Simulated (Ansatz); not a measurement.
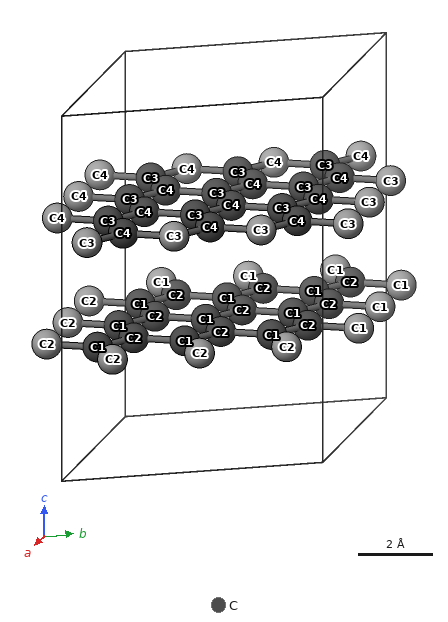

**Figure 1.** The input geometry of run A (ball-and-stick view of the 3 × 3 repeat of the cell, with the vacuum cut short, seen slightly off an axis; neighbours outside the cell are drawn fainter; atoms are numbered from 1 in the order of the input). An atom can appear more than once, as a periodic image.

## C: a failed or faulty run and its cure

System: C (slab, 4 atoms in the cell).
Method of run A: DFT, PBE, dispersion d3bj, plane waves, PAW, PAW set soft_1, Ueff = 40 eV on C p, no spin polarisation (Ansatz 0.2.0).

The structure derives from an entry of the Crystallography Open Database. Some settings of this run were made unusual or wrong on purpose. Text and figures count atoms from 1; the logs count them from 0 in places.

### Input file, run A
```yaml
crystal:
  lattice:
    - [2.4656524409, 0.0, 0.0]
    - [-1.2328262205, 2.1353176508, 0.0]
    - [0.0, 0.0, 17.5000663883]
  atoms:
    - { symbol: C, position: [0.6666666667, 0.3333333333, 0.2571437784] }
    - { symbol: C, position: [0.3333333333, 0.6666666667, 0.2571418816] }
    - { symbol: C, position: [1.1666666667, 0.3333333333, 0.4417164036] }
    - { symbol: C, position: [0.8333333333, 0.6666666667, 0.4417145068] }
basis:
  ecutwfc: 420
kpoints:
  mp_grid: { grid: [15, 15, 1] }
hamiltonian:
  xc: pbe
  pseudopotentials: { kind: paw, azcp: { folder: soft_1 } }
  dispersion: d3bj
  hubbard: { sites: [{ species: C, l: p, u_eff: 40.0 }] }
scf:
  occupations: { method: gaussian, width: 0.1 }
  max_iter: 100
output:
  forces: true
  eigenvalues: true
efield:
  axis: 3
  dipole_correction: true
  ramp_width: 0.04
```

Command:
```bash
ansatz run input.yaml --threads 1 --pin off --max-ram 3072MiB --backend cpu --events-out ev --progress --plain --runs-dir out
```

Hardware: 1 thread of Arm Neoverse N1, 24 GiB of memory available, shared host.

### Output, shortened to warnings, some set-up lines, iterations and results (run A)
```
Warning: the atoms were moved onto the symmetric positions of the space group found under crystal.symmetry.tolerance 1.0e-5 (fractional; no operation is sought that the atoms, as they stand in a round, miss by more than twice it, and no atom is moved by as much as it), and the run uses the moved positions. Before a round's move an operation carried an atom to 3.32e-5 Å from where it should land, …
Basis set: ecut = 420 eV, 1745 PW (Γ), exchange–correlation on 36×36×240 points (8 copies of the dense FFT grid, shifted against one another)
Symmetry: 4 space group operations
k-points: 64 of 225
Initial density: superposition of atomic densities (neutral atoms: chi_scale 0, normalization atom)
[...]
SCF iter   1: F=—  HF=-875.190057 eV  |F-HF|=—  |Δ(HF+E_count)|=         —  Δρ=8.47e-2  dr2=6.63e0  ethr=3.10e-3  p=0.000 e·Å  D=3.24e-7 V/Å  ΔV_dip=-0.00 eV  …
SCF iter   2: F=—  HF=-883.651515 eV  |F-HF|=—  |Δ(HF+E_count)|=    8.46e0  Δρ=3.17e-2  dr2=7.53e-1  ethr=3.10e-3  p=-0.000 e·Å  D=-2.48e-5 V/Å  ΔV_dip=0.00 eV  …
SCF iter   3: F=—  HF=-884.158323 eV  |F-HF|=—  |Δ(HF+E_count)|=   5.07e-1  Δρ=5.92e-3  dr2=8.76e-2  ethr=3.10e-3  p=-0.001 e·Å  D=-2.76e-3 V/Å  ΔV_dip=0.05 eV  …
SCF iter   4: F=—  HF=-884.431714 eV  |F-HF|=—  |Δ(HF+E_count)|=   2.73e-1  Δρ=8.55e-3  dr2=3.70e-1  ethr=5.47e-4  p=0.007 e·Å  D=1.45e-2 V/Å  ΔV_dip=-0.25 eV  …
SCF iter   5: F=—  HF=-884.325058 eV  |F-HF|=—  |Δ(HF+E_count)|=   1.07e-1  Δρ=1.17e-3  dr2=2.68e-3  ethr=5.47e-4  p=-0.005 e·Å  D=-9.69e-3 V/Å  ΔV_dip=0.17 eV  …
SCF iter   6: F=—  HF=-884.334941 eV  |F-HF|=—  |Δ(HF+E_count)|=   9.88e-3  Δρ=1.69e-3  dr2=2.76e-2  ethr=1.67e-5  p=0.021 e·Å  D=4.19e-2 V/Å  ΔV_dip=-0.73 eV  …
SCF iter   7: F=—  HF=-884.327637 eV  |F-HF|=—  |Δ(HF+E_count)|=   7.30e-3  Δρ=2.32e-4  dr2=1.25e-4  ethr=1.67e-5  p=0.001 e·Å  D=1.49e-3 V/Å  ΔV_dip=-0.03 eV  …
SCF iter   8: F=—  HF=-884.327646 eV  |F-HF|=—  |Δ(HF+E_count)|=   9.18e-6  Δρ=4.91e-5  dr2=5.82e-6  ethr=7.80e-7  p=0.000 e·Å  D=7.61e-4 V/Å  ΔV_dip=-0.01 eV  …
SCF iter   9: F=—  HF=-884.327646 eV  |F-HF|=—  |Δ(HF+E_count)|=   2.82e-7  Δρ=9.03e-6  dr2=1.53e-7  ethr=3.64e-8  p=0.000 e·Å  D=1.41e-4 V/Å  ΔV_dip=-0.00 eV  …
SCF iter  10: F=-884.327646 eV  HF=-884.327646 eV  |F-HF|=5.24e-8  |Δ(HF+E_count)|=   2.41e-7  Δρ=2.41e-6  dr2=5.24e-8  ethr=6.25e-10  p=0.000 e·Å  D=6.38e-5 V/Å  …
SCF 1 converged in 10 iterations: F = -884.327646 eV  dr2 = 5.24e-8
SCF converged after 10 iterations
Free energy (F): -884.327646 eV
Harris-Foulkes:  -884.327646 eV  (|F-HF|=5.24e-8)
Internal energy: -884.327504 eV  (E = F + TS)
E sigma→0 (E₀):  -884.327575 eV
Entropy (-TS):   -0.000143 eV (-0.036 meV/atom)
Fermi energy:    0.239550 eV
Dipole field:    D = -0.000206 V/Å  (p = -0.000105 e·Å, saw-weighted, corrected)
Work function:   Φ+ = 4.0918 eV   Φ− = 4.0882 eV
Levels:          The Fermi level and band energies are counted from a zero that moves with the ramp; work functions are not
--- Per-component energies (eV) ---
  E_band       = -151.943160
  E_kinetic    = 354.674140
  E_local      = -6281.918489  (includes V_loc(G=0)·N_el)
  E_nonlocal   = 92.519315
  E_hartree    = 2975.807203
  E_xc         = -187.444690
  E_vxc        = -230.840562  (∫ρ·V_xc dr)
  E_hubbard    = 119.840414  (on-site DFT+U / exact-exchange correction)
  E_vhub       = -6.500326  (the Hubbard potential's part of the band-sum identity)
  E_paw        = -400.504213  (= ΣΔE_a)
  E_vpaw       = -31.491925  (= ΣTr[D̂ρ^β])
  E_aug_tail   = 0.000067  (compensation charges beyond the density's cutoff)
  E_efield     = 0.000000  (sawtooth field / dipole correction)
  E_vefield    = 0.000000  (∫n·V_field dr)
  E_ewald      = 2443.190896
  E_disp       = -0.492147  (pairwise vdW)
  E_smearing   = -0.000143  (= −TS)
  E_closure    = 0.000000  (closes the sum)
  Σ components = -884.327646   (vs F -884.327646, Δ=0.00e0)
--- Forces (eV/Å), atoms counted from 1 ---
  atom   1  C     -0.00000000     0.00352791    -0.03802040
  atom   2  C      0.00000000    -0.00352791    -0.03802040
  atom   3  C     -0.00000000     0.00341499     0.03804190
  atom   4  C      0.00000000    -0.00341499     0.03804190
  max |Σ_I F_I| component: 4.30e-5 eV/Å
Occupation matrices written to [file]
```

Q: What should be changed in this input?

A: This input holds a deliberate fault: an enormous or negative U (`hamiltonian.hubbard`). Such a U drives the occupations to unphysical values. The program still converged, but the numbers can't be taken as results for the intended system. Warnings of the run: the structure was made exactly symmetric.

A run of the same system that converges differs from this input as follows (lines with − go, lines with + come):
```diff
-  hubbard: { sites: [{ species: C, l: p, u_eff: 40.0 }] }
-  max_iter: 100
```

### Output, shortened to warnings, some set-up lines, iterations and results (run B)
```
Warning: the atoms were moved onto the symmetric positions of the space group found under crystal.symmetry.tolerance 1.0e-5 (fractional; no operation is sought that the atoms, as they stand in a round, miss by more than twice it, and no atom is moved by as much as it), and the run uses the moved positions. Before a round's move an operation carried an atom to 3.32e-5 Å from where it should land, …
Basis set: ecut = 420 eV, 1745 PW (Γ), exchange–correlation on 36×36×240 points (8 copies of the dense FFT grid, shifted against one another)
Symmetry: 4 space group operations
k-points: 64 of 225
Initial density: superposition of atomic densities (neutral atoms: chi_scale 0, normalization atom)
[...]
SCF iter   1: F=—  HF=-1006.424016 eV  |F-HF|=—  |Δ(HF+E_count)|=         —  Δρ=7.89e-2  dr2=5.11e0  ethr=3.10e-3  p=0.000 e·Å  D=3.24e-7 V/Å  ΔV_dip=-0.00 eV  …
SCF iter   2: F=—  HF=-1004.344912 eV  |F-HF|=—  |Δ(HF+E_count)|=    2.08e0  Δρ=2.86e-2  dr2=4.47e-1  ethr=3.10e-3  p=-0.000 e·Å  D=-2.84e-4 V/Å  ΔV_dip=0.00 eV  …
SCF iter   3: F=—  HF=-1004.212517 eV  |F-HF|=—  |Δ(HF+E_count)|=   1.32e-1  Δρ=5.55e-3  dr2=1.42e-2  ethr=2.80e-3  p=0.001 e·Å  D=1.34e-3 V/Å  ΔV_dip=-0.02 eV  …
SCF iter   4: F=—  HF=-1004.216955 eV  |F-HF|=—  |Δ(HF+E_count)|=   4.44e-3  Δρ=2.00e-3  dr2=1.68e-2  ethr=8.85e-5  p=-0.003 e·Å  D=-6.00e-3 V/Å  ΔV_dip=0.10 eV  …
SCF iter   5: F=—  HF=-1004.212741 eV  |F-HF|=—  |Δ(HF+E_count)|=   4.21e-3  Δρ=4.30e-4  dr2=1.79e-3  ethr=8.85e-5  p=0.004 e·Å  D=8.44e-3 V/Å  ΔV_dip=-0.15 eV  …
SCF iter   6: F=—  HF=-1004.212360 eV  |F-HF|=—  |Δ(HF+E_count)|=   3.81e-4  Δρ=1.48e-4  dr2=1.53e-5  ethr=1.12e-5  p=-0.000 e·Å  D=-1.88e-4 V/Å  ΔV_dip=0.00 eV  …
SCF iter   7: F=—  HF=-1004.212410 eV  |F-HF|=—  |Δ(HF+E_count)|=   5.01e-5  Δρ=7.04e-5  dr2=1.43e-6  ethr=9.53e-8  p=-0.000 e·Å  D=-5.62e-5 V/Å  ΔV_dip=0.00 eV  …
SCF iter   8: F=—  HF=-1004.212412 eV  |F-HF|=—  |Δ(HF+E_count)|=   2.35e-6  Δρ=1.17e-5  dr2=2.27e-7  ethr=8.92e-9  p=0.000 e·Å  D=3.33e-5 V/Å  ΔV_dip=-0.00 eV  …
SCF iter   9: F=-1004.212412 eV  HF=-1004.212412 eV  |F-HF|=3.84e-9  |Δ(HF+E_count)|=   7.50e-8  Δρ=2.45e-6  dr2=7.42e-9  ethr=6.25e-10  p=0.000 e·Å  D=1.87e-6 V/Å  …
SCF 1 converged in 9 iterations: F = -1004.212412 eV  dr2 = 7.42e-9
SCF converged after 9 iterations
Free energy (F): -1004.212412 eV
Harris-Foulkes:  -1004.212412 eV  (|F-HF|=3.84e-9)
Internal energy: -1004.212270 eV  (E = F + TS)
E sigma→0 (E₀):  -1004.212341 eV
Entropy (-TS):   -0.000142 eV (-0.036 meV/atom)
Fermi energy:    0.032395 eV
Dipole field:    D = -0.000039 V/Å  (p = -0.000020 e·Å, saw-weighted, corrected)
Work function:   Φ+ = 4.3015 eV   Φ− = 4.3008 eV
Levels:          The Fermi level and band energies are counted from a zero that moves with the ramp; work functions are not
--- Per-component energies (eV) ---
  E_band       = -145.491989
  E_kinetic    = 354.116415
  E_local      = -6282.411028  (includes V_loc(G=0)·N_el)
  E_nonlocal   = 93.754059
  E_hartree    = 2975.874821
  E_xc         = -187.852068
  E_vxc        = -231.337604  (∫ρ·V_xc dr)
  E_paw        = -400.393285  (= ΣΔE_a)
  E_vpaw       = -31.364071  (= ΣTr[D̂ρ^β])
  E_aug_tail   = 0.000066  (compensation charges beyond the density's cutoff)
  E_efield     = 0.000000  (sawtooth field / dipole correction)
  E_vefield    = 0.000000  (∫n·V_field dr)
  E_ewald      = 2443.190896
  E_disp       = -0.492147  (pairwise vdW)
  E_smearing   = -0.000142  (= −TS)
  E_closure    = 0.000000  (closes the sum)
  Σ components = -1004.212412   (vs F -1004.212412, Δ=0.00e0)
--- Forces (eV/Å), atoms counted from 1 ---
  atom   1  C     -0.00000000     0.00291390    -0.04131363
  atom   2  C      0.00000000    -0.00291390    -0.04131363
  atom   3  C     -0.00000000     0.00290800     0.04143892
  atom   4  C      0.00000000    -0.00290800     0.04143892
  max |Σ_I F_I| component: 2.51e-4 eV/Å
```

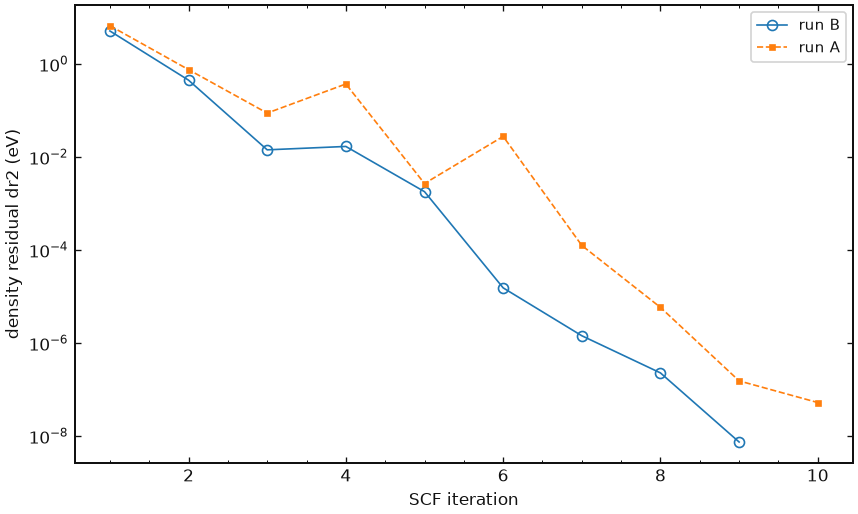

**Figure 2.** Convergence of the two runs: density residual dr2 against the SCF iteration. Run B takes 9 iterations in all, and run A takes 10.

### The two runs side by side

```csv
quantity,run A,run B
outcome,converged,converged
free energy per atom (eV),−221.0819,−251.0531
gap on the mesh (eV),0.28,0.28
work function (eV),–,4.30
largest force (eV/Å),0.038,0.042
SCF iterations,10,9
irreducible k-points,64,64
plane waves at Γ,1745,1745
wall time (shared host),20 s,14 s
```

The total energies belong to different models, so their difference says nothing on which is more stable or more accurate. The SCF takes 9 iterations against 10. On the same kind of shared host run B took about 0.7 times as long.

Notes on run B: Warnings of the run: the structure was made exactly symmetric.
